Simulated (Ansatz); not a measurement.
# Ti: a changed input and its effect

System: Ti (4 atoms in the cell).
Method of the first run: DFT r2SCAN, scalar-relativistic, plane waves, PAW, no spin polarisation (Ansatz 0.2.0).

The structure was built on a prototype by a generator; it need not be a known phase. Text and figures count atoms from 1; the logs count them from 0 in places.

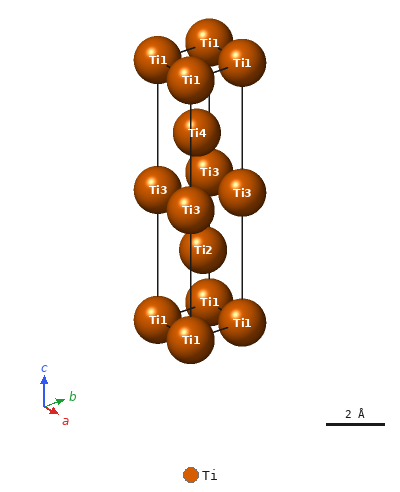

**Figure 1.** The structure as given in the input (spheres-only view of the cell of the calculation, seen slightly off an axis; atoms are numbered from 1 in the order of the input).

Input, the first run:
```yaml
crystal:
  lattice:
    - [2.9358214175, 0.0, 0.0]
    - [-1.4679107088, 2.5424959285, 0.0]
    - [0.0, 0.0, 9.2734582503]
  atoms:
    - { symbol: Ti, position: [0.0, 0.0, 0.0] }
    - { symbol: Ti, position: [0.3333333333, 0.6666666667, 0.25] }
    - { symbol: Ti, position: [0.0, 0.0, 0.5] }
    - { symbol: Ti, position: [0.6666666667, 0.3333333333, 0.75] }
basis:
  ecutwfc: 500
kpoints:
  mp_grid: { grid: [18, 18, 5] }
hamiltonian:
  xc: r2scan
scf:
  occupations: { method: gaussian, width: 0.1 }
output:
  forces: true
  stress: true
  eigenvalues: true
  populations: true
relax:
  adjacent_minimum: "off"
  f_tol: 0.01
  max_steps: 45
  cell: { stress_tol: 0.05 }
```

Command:
```bash
ansatz run input.yaml --threads 1 --pin off --max-ram 2560MiB --backend cpu --events-out ev --progress --plain --runs-dir out
```

Hardware: 1 thread of Intel Xeon (Granite Rapids), 64 GiB of memory available, shared host.

Output, shortened to warnings, some set-up lines, iterations and results (the first run):
```
Basis set: ecut = 500 eV, 1761 PW (Γ), exchange–correlation on 96×96×288 points (64 copies of the dense FFT grid, shifted against one another)
Symmetry: 24 space group operations
k-points: 111 of 1620
Initial density: superposition of atomic densities (neutral atoms: chi_scale 0, normalization atom), corrected by the library's trained network
[...]
SCF iter   1: F=—  HF=-10017.231657 eV  |F-HF|=—  |Δ(HF+E_count)|=         —  Δρ=1.74e-2  dr2=2.21e-1  dr2_τ=3.30e-2  ethr=1.77e-3  ⟨swp⟩=4.3  Hψ=12641  notcnv=0
SCF iter   2: F=—  HF=-10017.305867 eV  |F-HF|=—  |Δ(HF+E_count)|=   7.42e-2  Δρ=7.87e-3  dr2=5.33e-2  dr2_τ=3.75e-3  ethr=4.61e-4  ⟨swp⟩=2.2  Hψ=6452  notcnv=0  defer=25
SCF iter   3: F=—  HF=-10017.307127 eV  |F-HF|=—  |Δ(HF+E_count)|=   1.26e-3  Δρ=7.26e-3  dr2=8.09e-2  dr2_τ=3.39e-3  ethr=1.11e-4  ⟨swp⟩=2.1  Hψ=4525  notcnv=0  defer=25
SCF iter   4: F=—  HF=-10017.303105 eV  |F-HF|=—  |Δ(HF+E_count)|=   4.02e-3  Δρ=2.21e-3  dr2=2.43e-3  dr2_τ=2.51e-4  ethr=1.11e-4  ⟨swp⟩=2.0  Hψ=4351  notcnv=0  defer=25
SCF iter   5: F=—  HF=-10017.304434 eV  |F-HF|=—  |Δ(HF+E_count)|=   1.33e-3  Δρ=5.13e-4  dr2=2.06e-4  dr2_τ=5.05e-6  ethr=5.06e-6  ⟨swp⟩=3.0  Hψ=5983  notcnv=0  defer=25
[... 30 lines ...]
SCF iter   4: F=—  HF=-10017.307758 eV  |F-HF|=—  |Δ(HF+E_count)|=   1.86e-7  Δρ=1.86e-6  dr2=2.09e-9  dr2_τ=2.75e-10  ethr=1.32e-10  ⟨swp⟩=2.0  Hψ=4007  notcnv=0
SCF iter   5: F=—  HF=-10017.307758 eV  |F-HF|=—  |Δ(HF+E_count)|=   1.12e-9  Δρ=7.99e-7  dr2=2.74e-10  dr2_τ=3.19e-11  ethr=4.36e-12  ⟨swp⟩=2.2  Hψ=5294  notcnv=0
SCF iter   6: F=-10017.307758 eV  HF=-10017.307758 eV  |F-HF|=3.64e-12  |Δ(HF+E_count)|=  1.80e-10  Δρ=1.94e-7  dr2=2.48e-11  dr2_τ=1.94e-12  ethr=1.00e-12  ⟨swp⟩=2.4  …
SCF 5 converged in 6 iterations: F = -10017.307758 eV  dr2 = 2.48e-11
relax step   5: F+E_penalty+E_count = -10017.30775819 eV  Δ(F+E_penalty+E_count) = -2.346e-4 eV  max|allowed force component| = 2.359e-16 eV/Å  Δτ_max = 0.0000 Å  P = -0.003 …
basis re-selected at this cell: Δ(F+E_penalty+E_count) = -2.346e-4 eV, ΔP = +0.003 GPa vs the last step (what re-selecting the basis moved, of the pressure what is left beyond the Pulay correction that the steps carried, after the strain that the cell walked since its last selection, with what the …
SCF converged after 6 iterations
Free energy (F): -10017.307758 eV
Harris-Foulkes:  -10017.307758 eV  (|F-HF|=3.64e-12)
Internal energy: -10017.282445 eV  (E = F + TS)
E sigma→0 (E₀):  -10017.295102 eV
Entropy (-TS):   -0.025313 eV (-6.328 meV/atom)
Fermi energy:    13.295162 eV
--- Per-component energies (eV) ---
  E_band       = -684.900306
  E_kinetic    = 1089.139374
  E_local      = -3241.435224  (includes V_loc(G=0)·N_el)
  E_nonlocal   = 28.856955
  E_hartree    = 1326.211698
  E_xc         = -371.163026
  E_vxc        = -530.547486  (∫ρ·V_xc dr)
  E_paw        = -4226.569452  (= ΣΔE_a)
  E_vpaw       = -719.851406  (= ΣTr[D̂ρ^β])
  E_aug_tail   = 0.000339  (compensation charges beyond the density's cutoff)
  E_vtau       = 36.513714  (kinetic-family band-sum trace: ∫τ·v_τ [+ j·A + Jᵃ·Aᵃ] dr)
  E_ewald      = -4621.309279
  E_core_change = -1.013829  (= ΣΔE_core)
  E_smearing   = -0.025313  (= −TS)
  E_closure    = 0.000000  (closes the sum)
  Σ components = -10017.307758   (vs F -10017.307758, Δ=0.00e0)
--- Forces (eV/Å), atoms counted from 1 ---
  atom   1  Ti     0.00000000    -0.00000000    -0.00000000
  atom   2  Ti     0.00000000     0.00000000     0.00000000
  atom   3  Ti    -0.00000000    -0.00000000     0.00000000
  atom   4  Ti    -0.00000000    -0.00000000     0.00000000
  max |Σ_I F_I| component: 1.11e-16 eV/Å
--- Stress (GPa, compression-positive) ---
       -0.008938       0.000000       0.000000
       -0.000000      -0.008938       0.000000
        0.000000       0.000000       0.007384
  P = ⅓ Tr σ = -0.0035 GPa (-0.035 kbar)
--- Relaxed structure (4 steps of the walk, 4 accepted, 1 SCFs on fresh bases) ---
  F+E_penalty+E_count = -10017.30775819 eV   max|allowed force component| = 2.359e-16 eV/Å   (the final SCF, on the basis selected at the relaxed cell)
  cell:  # Å, volume = 69.6301 Å³
    - [2.930682364715304, 2.881697257642838e-11, 0.0]
    - [-1.4653411823826084, 2.5380453782520966, 0.0]
    - [0.0, 0.0, 9.361146287588449]
  atoms:
[...]
```

For the second run the input was changed thus:
```diff
-  ecutwfc: 500
+  ecutwfc: "700 eV"
-  populations: true
+accuracy: low
```

Predict how the results change.

The free energy of the second run is 2.9 meV per atom lower, which measures how much it depends on this numerical setting. More plane waves can only lower the energy of a fixed Hamiltonian, so the higher cutoff gives the lower value. The SCF takes 29 iterations over all geometry steps against 30. On the same kind of shared host the second run took about 1.8 times as long.

Output, shortened to warnings, some set-up lines, iterations and results (the second run):
```
Basis set: ecut = 700 eV, 2921 PW (Γ), exchange–correlation on 81×81×243 points (27 copies of the dense FFT grid, shifted against one another)
Symmetry: 24 space group operations
k-points: 111 of 1620
Initial density: superposition of atomic densities (neutral atoms: chi_scale 0, normalization atom), corrected by the library's trained network
[...]
SCF iter   1: F=—  HF=-10017.243092 eV  |F-HF|=—  |Δ(HF+E_count)|=         —  Δρ=1.75e-2  dr2=2.21e-1  dr2_τ=3.04e-2  ethr=1.77e-3  ⟨swp⟩=4.4  Hψ=12662  notcnv=0
SCF iter   2: F=—  HF=-10017.317470 eV  |F-HF|=—  |Δ(HF+E_count)|=   7.44e-2  Δρ=7.92e-3  dr2=5.33e-2  dr2_τ=3.74e-3  ethr=4.60e-4  ⟨swp⟩=2.1  Hψ=6420  notcnv=0  defer=25
SCF iter   3: F=—  HF=-10017.318664 eV  |F-HF|=—  |Δ(HF+E_count)|=   1.19e-3  Δρ=7.26e-3  dr2=8.06e-2  dr2_τ=3.40e-3  ethr=1.11e-4  ⟨swp⟩=2.2  Hψ=4528  notcnv=0  defer=25
SCF iter   4: F=—  HF=-10017.314666 eV  |F-HF|=—  |Δ(HF+E_count)|=   4.00e-3  Δρ=2.24e-3  dr2=2.44e-3  dr2_τ=2.61e-4  ethr=1.11e-4  ⟨swp⟩=2.0  Hψ=4350  notcnv=0  defer=25
SCF iter   5: F=—  HF=-10017.316005 eV  |F-HF|=—  |Δ(HF+E_count)|=   1.34e-3  Δρ=5.10e-4  dr2=2.04e-4  dr2_τ=5.59e-6  ethr=5.08e-6  ⟨swp⟩=3.0  Hψ=5967  notcnv=0  defer=25
[... 29 lines ...]
SCF iter   3: F=—  HF=-10017.319372 eV  |F-HF|=—  |Δ(HF+E_count)|=   7.16e-7  Δρ=8.37e-6  dr2=2.51e-8  dr2_τ=1.72e-8  ethr=3.33e-11  ⟨swp⟩=2.5  Hψ=5496  notcnv=0
SCF iter   4: F=—  HF=-10017.319373 eV  |F-HF|=—  |Δ(HF+E_count)|=   1.07e-7  Δρ=9.49e-7  dr2=3.23e-10  dr2_τ=1.35e-10  ethr=3.33e-11  ⟨swp⟩=2.0  Hψ=4118  notcnv=0
SCF iter   5: F=-10017.319373 eV  HF=-10017.319373 eV  |F-HF|=7.28e-12  |Δ(HF+E_count)|=  9.40e-10  Δρ=2.50e-7  dr2=3.47e-11  dr2_τ=8.66e-12  ethr=1.00e-12  ⟨swp⟩=2.7  …
SCF 5 converged in 5 iterations: F = -10017.319373 eV  dr2 = 3.47e-11
relax step   5: F+E_penalty+E_count = -10017.31937255 eV  Δ(F+E_penalty+E_count) = -7.749e-5 eV  max|allowed force component| = 1.110e-16 eV/Å  Δτ_max = 0.0000 Å  P = -0.006 …
basis re-selected at this cell: Δ(F+E_penalty+E_count) = -7.749e-5 eV, ΔP = -0.000 GPa vs the last step (what re-selecting the basis moved, of the pressure what is left beyond the Pulay correction that the steps carried, after the strain that the cell walked since its last selection, with what the …
SCF converged after 5 iterations
Free energy (F): -10017.319373 eV
Harris-Foulkes:  -10017.319373 eV  (|F-HF|=7.28e-12)
Internal energy: -10017.294053 eV  (E = F + TS)
E sigma→0 (E₀):  -10017.306713 eV
Entropy (-TS):   -0.025320 eV (-6.330 meV/atom)
Fermi energy:    13.293569 eV
--- Per-component energies (eV) ---
  E_band       = -684.999023
  E_kinetic    = 1089.093249
  E_local      = -3241.745786  (includes V_loc(G=0)·N_el)
  E_nonlocal   = 28.970881
  E_hartree    = 1326.337605
  E_xc         = -371.168260
  E_vxc        = -530.568118  (∫ρ·V_xc dr)
  E_paw        = -4226.634137  (= ΣΔE_a)
  E_vpaw       = -719.958562  (= ΣTr[D̂ρ^β])
  E_aug_tail   = -0.000020  (compensation charges beyond the density's cutoff)
  E_vtau       = 36.533822  (kinetic-family band-sum trace: ∫τ·v_τ [+ j·A + Jᵃ·Aᵃ] dr)
  E_ewald      = -4621.133756
  E_core_change = -1.013829  (= ΣΔE_core)
  E_smearing   = -0.025320  (= −TS)
  E_closure    = 0.000000  (closes the sum)
  Σ components = -10017.319373   (vs F -10017.319373, Δ=0.00e0)
--- Forces (eV/Å), atoms counted from 1 ---
  atom   1  Ti    -0.00000000     0.00000000    -0.00000000
  atom   2  Ti    -0.00000000    -0.00000000    -0.00000000
  atom   3  Ti     0.00000000     0.00000000     0.00000000
  atom   4  Ti     0.00000000     0.00000000     0.00000000
  max |Σ_I F_I| component: 3.70e-17 eV/Å
--- Stress (GPa, compression-positive) ---
       -0.010265       0.000000       0.000000
        0.000000      -0.010265      -0.000000
        0.000000      -0.000000       0.001802
  P = ⅓ Tr σ = -0.0062 GPa (-0.062 kbar)
--- Relaxed structure (4 steps of the walk, 4 accepted, 1 SCFs on fresh bases) ---
  F+E_penalty+E_count = -10017.31937255 eV   max|allowed force component| = 1.110e-16 eV/Å   (the final SCF, on the basis selected at the relaxed cell)
  cell:  # Å, volume = 69.6381 Å³
    - [2.930728392314564, 2.881742523662767e-11, 0.0]
    - [-1.4653641961822388, 2.5380852393223305, 0.0]
    - [0.0, 0.0, 9.361930701876076]
  atoms:
[...]
```

The two runs side by side:

| quantity | the first run | the second run |
| --- | --- | --- |
| outcome | converged | converged |
| free energy per atom (eV) | −2504.3269 | −2504.3298 |
| energy per atom, smearing taken to zero (eV) | −2504.3238 | −2504.3267 |
| gap on the mesh (eV) | 0.00 | 0.00 |
| pressure (GPa) | 0.00 | −0.01 |
| largest force (eV/Å) | 0.000 | 0.000 |
| SCF iterations | 30 | 29 |
| irreducible k-points | 111 | 111 |
| wall time (shared host) | 56 s | 1.7 min |

For the second run: These settings are looser than, or depart from, a standard set-up, so the numbers are not reference values for this system. The input asks for low accuracy.
